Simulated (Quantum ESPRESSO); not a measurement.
Run report: Ti, single-point calculation (part 1 of 2)

Ti (Fm-3m, 1 atom in the cell), computed with Kohn-Sham DFT of a periodic cell, PBE, SSSP 1.3 efficiency PBE, no spin polarisation (Quantum ESPRESSO 7.5).

The structure derives from an entry of the Crystallography Open Database. The volume is scaled by 0.98.

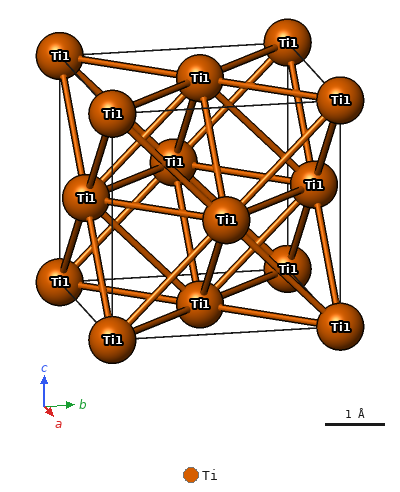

The structure as given in the input (ball-and-stick view of the cell 4 times as large as that of the calculation, set on its symmetry axes, seen slightly off an axis; atoms are numbered from 1 in the order of the input). Near neighbours in the crystal (not all of them lie inside the picture): Ti has 12 Ti at 2.85 Å.

### Summary

| quantity | value |
| --- | --- |
| outcome | converged |
| space group (tolerance 0.01 Å) | Fm-3m (225) |
| electrons treated | 12 |
| free energy | −1622.4193 eV |
| Fermi energy | 14.224 eV |
| gap on the k-point mesh | none (metallic) |
| pressure | 6.70 GPa |
| largest force (length of the vector) | under 0.001 eV/Å |
| hardware | 1 thread of Arm Neoverse V2, 240 GiB of memory available, shared host |
| wall time | 7.3 s |
| peak memory | 0.09 GiB |

Notes on the run: negative rho. The cell is under a pressure of 6.7 GPa at this level, so it is not at its equilibrium volume.

### Input
```
&CONTROL
  calculation = 'scf'
  prefix = 'pwscf'
  outdir = './tmp'
  pseudo_dir = './pseudo'
  tprnfor = .true.
  tstress = .true.
  disk_io = 'nowf'
/
&SYSTEM
  ibrav = 0
  nat = 1
  ntyp = 1
  ecutwfc = 55
  ecutrho = 440
  nbnd = 12
  occupations = 'smearing'
  smearing = 'fd'
  degauss = 0.00367493
/
&ELECTRONS
  conv_thr = 2d-10
  electron_maxstep = 120
  mixing_beta = 0.5
/
ATOMIC_SPECIES
Ti    47.8670 ti_pbe_v1.4.uspp.F.UPF
CELL_PARAMETERS angstrom
   0.0000000000    2.0163754284    2.0163754284
   2.0163754284    0.0000000000    2.0163754284
   2.0163754284    2.0163754284    0.0000000000
ATOMIC_POSITIONS crystal
Ti     0.0000000000    0.0000000000    0.0000000000
K_POINTS automatic
11 11 11 0 0 0
```

Command:
```bash
OMP_NUM_THREADS=1 pw.x -in pw.in > pw.out
```

### Output
```
This program is part of the open-source Quantum ESPRESSO suite
     for quantum simulation of materials; please cite
         "P. Giannozzi et al., J. Phys.:Condens. Matter 21 395502 (2009);
         "P. Giannozzi et al., J. Phys.:Condens. Matter 29 465901 (2017);
         "P. Giannozzi et al., J. Chem. Phys. 152 154105 (2020);
          URL
     in publications or presentations arising from this work. More details at

     Message from routine setup:
     using ibrav=0 with symmetry is DISCOURAGED, use correct ibrav instead

     G-vector sticks info
     --------------------
     sticks:   dense  smooth     PW     G-vecs:    dense   smooth      PW
     Sum         871     439    151                17153     6081    1139

     Using Slab Decomposition

     bravais-lattice index     =            0
     lattice parameter (alat)  =       5.3887  a.u.
     unit-cell volume          =     110.6473 (a.u.)^3
     number of atoms/cell      =            1
     number of atomic types    =            1
     number of electrons       =        12.00
     number of Kohn-Sham states=           12
     kinetic-energy cutoff     =      55.0000  Ry
     charge density cutoff     =     440.0000  Ry
     scf convergence threshold =      2.0E-10
     mixing beta               =       0.5000
     number of iterations used =            8  plain     mixing
     Exchange-correlation=  SLA  PW   PBX  PBC
                           (   1   4   3   4   0   0   0)

     celldm(1)=   5.388716  celldm(2)=   0.000000  celldm(3)=   0.000000
     celldm(4)=   0.000000  celldm(5)=   0.000000  celldm(6)=   0.000000

     crystal axes: (cart. coord. in units of alat)
               a(1) = (   0.000000   0.707107   0.707107 )
               a(2) = (   0.707107   0.000000   0.707107 )
               a(3) = (   0.707107   0.707107   0.000000 )

     reciprocal axes: (cart. coord. in units 2 pi/alat)
               b(1) = ( -0.707107  0.707107  0.707107 )
               b(2) = (  0.707107 -0.707107  0.707107 )
               b(3) = (  0.707107  0.707107 -0.707107 )

     PseudoPot. # 1 for Ti read from file:
     ti_pbe_v1.4.uspp.F.UPF
     Pseudo is Ultrasoft + core correction, Zval = 12.0
     Generated by new atomic code, or converted to UPF format
     Using radial grid of  851 points,  6 beta functions with:
                l(1) =   0
                l(2) =   0
                l(3) =   1
                l(4) =   1
                l(5) =   2
                l(6) =   2
     Q(r) pseudized with  6 coefficients,  rinner =    1.000   1.000   1.000
                                                       1.000   1.000

     atomic species   valence    mass     pseudopotential
     Ti               12.00    47.86700     Ti( 1.00)

     48 Sym. Ops., with inversion, found

   Cartesian axes

     site n.     atom                  positions (alat units)
         1        Ti     tau(   1) = (   0.0000000   0.0000000   0.0000000  )

     number of k points=    56  Fermi-Dirac smearing, width (Ry)=  0.0037
                       cart. coord. in units 2pi/alat
        k(    1) = (   0.0000000   0.0000000   0.0000000), wk =   0.0015026
        k(    2) = (   0.0642824   0.0642824  -0.0642824), wk =   0.0120210
        k(    3) = (   0.1285649   0.1285649  -0.1285649), wk =   0.0120210
        k(    4) = (   0.1928473   0.1928473  -0.1928473), wk =   0.0120210
        k(    5) = (   0.2571297   0.2571297  -0.2571297), wk =   0.0120210
        k(    6) = (   0.3214122   0.3214122  -0.3214122), wk =   0.0120210
        k(    7) = (   0.1285649   0.0000000  -0.0000000), wk =   0.0090158
        k(    8) = (   0.1928473   0.0642824  -0.0642824), wk =   0.0360631
        k(    9) = (   0.2571297   0.1285649  -0.1285649), wk =   0.0360631
        k(   10) = (   0.3214122   0.1928473  -0.1928473), wk =   0.0360631
        k(   11) = (   0.3856946   0.2571297  -0.2571297), wk =   0.0360631
        k(   12) = (  -0.2571297  -0.3856946   0.3856946), wk =   0.0360631
        k(   13) = (  -0.1928473  -0.3214122   0.3214122), wk =   0.0360631
        k(   14) = (  -0.1285649  -0.2571297   0.2571297), wk =   0.0360631
        k(   15) = (  -0.0642824  -0.1928473   0.1928473), wk =   0.0360631
        k(   16) = (  -0.0000000  -0.1285649   0.1285649), wk =   0.0180316
        k(   17) = (   0.2571297   0.0000000  -0.0000000), wk =   0.0090158
        k(   18) = (   0.3214122   0.0642824  -0.0642824), wk =   0.0360631
        k(   19) = (   0.3856946   0.1285649  -0.1285649), wk =   0.0360631
        k(   20) = (   0.4499770   0.1928473  -0.1928473), wk =   0.0360631
        k(   21) = (  -0.1928473  -0.4499770   0.4499770), wk =   0.0360631
        k(   22) = (  -0.1285649  -0.3856946   0.3856946), wk =   0.0360631
        k(   23) = (  -0.0642824  -0.3214122   0.3214122), wk =   0.0360631
        k(   24) = (   0.0000000  -0.2571297   0.2571297), wk =   0.0180316
        k(   25) = (   0.3856946   0.0000000  -0.0000000), wk =   0.0090158
        k(   26) = (   0.4499770   0.0642824  -0.0642824), wk =   0.0360631
        k(   27) = (   0.5142595   0.1285649  -0.1285649), wk =   0.0360631
        k(   28) = (  -0.1285649  -0.5142595   0.5142595), wk =   0.0360631
        k(   29) = (  -0.0642824  -0.4499770   0.4499770), wk =   0.0360631
        k(   30) = (  -0.0000000  -0.3856946   0.3856946), wk =   0.0180316
        k(   31) = (   0.5142595   0.0000000  -0.0000000), wk =   0.0090158
        k(   32) = (   0.5785419   0.0642824  -0.0642824), wk =   0.0360631
        k(   33) = (  -0.0642824  -0.5785419   0.5785419), wk =   0.0360631
        k(   34) = (  -0.0000000  -0.5142595   0.5142595), wk =   0.0180316
        k(   35) = (   0.6428243  -0.0000000   0.0000000), wk =   0.0090158
        k(   36) = (  -0.0000000  -0.6428243   0.6428243), wk =   0.0180316
        k(   37) = (   0.2571297   0.1285649   0.0000000), wk =   0.0360631
        k(   38) = (   0.3214122   0.1928473  -0.0642824), wk =   0.0721262
        k(   39) = (   0.3856946   0.2571297  -0.1285649), wk =   0.0721262
        k(   40) = (  -0.2571297  -0.3856946   0.5142595), wk =   0.0721262
        k(   41) = (   0.3856946   0.1285649  -0.0000000), wk =   0.0360631
        k(   42) = (   0.4499770   0.1928473  -0.0642824), wk =   0.0721262
        k(   43) = (  -0.1928473  -0.4499770   0.5785419), wk =   0.0721262
        k(   44) = (  -0.1285649  -0.3856946   0.5142595), wk =   0.0721262
        k(   45) = (  -0.0642824  -0.3214122   0.4499770), wk =   0.0721262
        k(   46) = (   0.0000000  -0.2571297   0.3856946), wk =   0.0360631
        k(   47) = (   0.5142595   0.1285649   0.0000000), wk =   0.0360631
        k(   48) = (  -0.1285649  -0.5142595   0.6428243), wk =   0.0721262
        k(   49) = (  -0.0642824  -0.4499770   0.5785419), wk =   0.0721262
        k(   50) = (   0.0000000  -0.3856946   0.5142595), wk =   0.0360631
        k(   51) = (  -0.0642824  -0.5785419   0.7071068), wk =   0.0360631
        k(   52) = (  -0.0000000  -0.5142595   0.6428243), wk =   0.0360631
        k(   53) = (  -0.1928473  -0.4499770   0.7071068), wk =   0.0360631
        k(   54) = (  -0.1285649  -0.3856946   0.6428243), wk =   0.0721262
        k(   55) = (  -0.0642824  -0.4499770   0.7071068), wk =   0.0360631
        k(   56) = (   0.0000000  -0.3856946   0.6428243), wk =   0.0360631

     Dense  grid:    17153 G-vectors     FFT dimensions: (  36,  36,  36)

     Smooth grid:     6081 G-vectors     FFT dimensions: (  25,  25,  25)

     Check: negative core charge=   -0.000005

     Initial potential from superposition of free atoms

     starting charge      11.0000, renormalised to      12.0000

     negative rho (up, down):  1.029E-03 0.000E+00
     Starting wfcs are   10 randomized atomic wfcs +    2 random wfcs

     Self-consistent Calculation

     iteration #  1     ecut=    55.00 Ry     beta= 0.50
     Davidson diagonalization with overlap
     ethr =  1.00E-02,  avg # of iterations =  4.8

     negative rho (up, down):  1.582E-03 0.000E+00

     total energy              =    -119.09401821 Ry
     estimated scf accuracy    <       0.60832015 Ry

     iteration #  2     ecut=    55.00 Ry     beta= 0.50
     Davidson diagonalization with overlap
     ethr =  5.07E-03,  avg # of iterations =  2.0

     negative rho (up, down):  5.805E-04 0.000E+00

     total energy              =    -119.24308945 Ry
     estimated scf accuracy    <       0.01210078 Ry

     iteration #  3     ecut=    55.00 Ry     beta= 0.50
     Davidson diagonalization with overlap
     ethr =  1.01E-04,  avg # of iterations =  2.7

     negative rho (up, down):  4.221E-04 0.000E+00

     total energy              =    -119.24560907 Ry
     estimated scf accuracy    <       0.00020138 Ry

     iteration #  4     ecut=    55.00 Ry     beta= 0.50
     Davidson diagonalization with overlap
     ethr =  1.68E-06,  avg # of iterations =  3.4

     negative rho (up, down):  4.188E-04 0.000E+00

     total energy              =    -119.24562129 Ry
     estimated scf accuracy    <       0.00000073 Ry

     iteration #  5     ecut=    55.00 Ry     beta= 0.50
     Davidson diagonalization with overlap
     ethr =  6.08E-09,  avg # of iterations =  2.1

     negative rho (up, down):  4.185E-04 0.000E+00

     total energy              =    -119.24562162 Ry
     estimated scf accuracy    <       0.00000009 Ry

     iteration #  6     ecut=    55.00 Ry     beta= 0.50
     Davidson diagonalization with overlap
     ethr =  7.58E-10,  avg # of iterations =  1.8

     negative rho (up, down):  4.187E-04 0.000E+00

     total energy              =    -119.24562164 Ry
     estimated scf accuracy    <       0.00000001 Ry

     iteration #  7     ecut=    55.00 Ry     beta= 0.50
     Davidson diagonalization with overlap
     ethr =  8.44E-11,  avg # of iterations =  2.0

     negative rho (up, down):  4.187E-04 0.000E+00

     total energy              =    -119.24562164 Ry
     estimated scf accuracy    <          3.0E-09 Ry

     iteration #  8     ecut=    55.00 Ry     beta= 0.50
     Davidson diagonalization with overlap
     ethr =  2.51E-11,  avg # of iterations =  2.0

     negative rho (up, down):  4.187E-04 0.000E+00

     total energy              =    -119.24562164 Ry
     estimated scf accuracy    <          6.2E-10 Ry

     iteration #  9     ecut=    55.00 Ry     beta= 0.50
     Davidson diagonalization with overlap
     ethr =  5.17E-12,  avg # of iterations =  1.7

     negative rho (up, down):  4.187E-04 0.000E+00

     End of self-consistent calculation

          k = 0.0000 0.0000 0.0000 (   749 PWs)   bands (ev):

   -42.3400 -18.1395 -18.1395 -18.1395   8.0265  15.1474  15.1474  15.1474
    16.9182  16.9182  29.7960  34.5597

          k = 0.0643 0.0643-0.0643 (   749 PWs)   bands (ev):

   -42.3277 -18.2064 -18.1478 -18.1478   8.3063  14.9726  15.2472  15.2472
    16.8544  16.8544  30.0312  32.7434

          k = 0.1286 0.1286-0.1286 (   770 PWs)   bands (ev):

   -42.2948 -18.3834 -18.1697 -18.1697   9.0871  14.5725  15.4238  15.4238
    16.8099  16.8099  29.5509  30.9295

          k = 0.1928 0.1928-0.1928 (   763 PWs)   bands (ev):

   -42.2514 -18.6103 -18.1984 -18.1984  10.1627  14.2432  15.3868  15.3868
    17.1026  17.1026  27.1558  30.4617

          k = 0.2571 0.2571-0.2571 (   763 PWs)   bands (ev):

   -42.2112 -18.8142 -18.2245 -18.2245  11.0923  14.3566  15.1846  15.1846
    17.6335  17.6335  24.8597  29.6625

          k = 0.3214 0.3214-0.3214 (   766 PWs)   bands (ev):
```
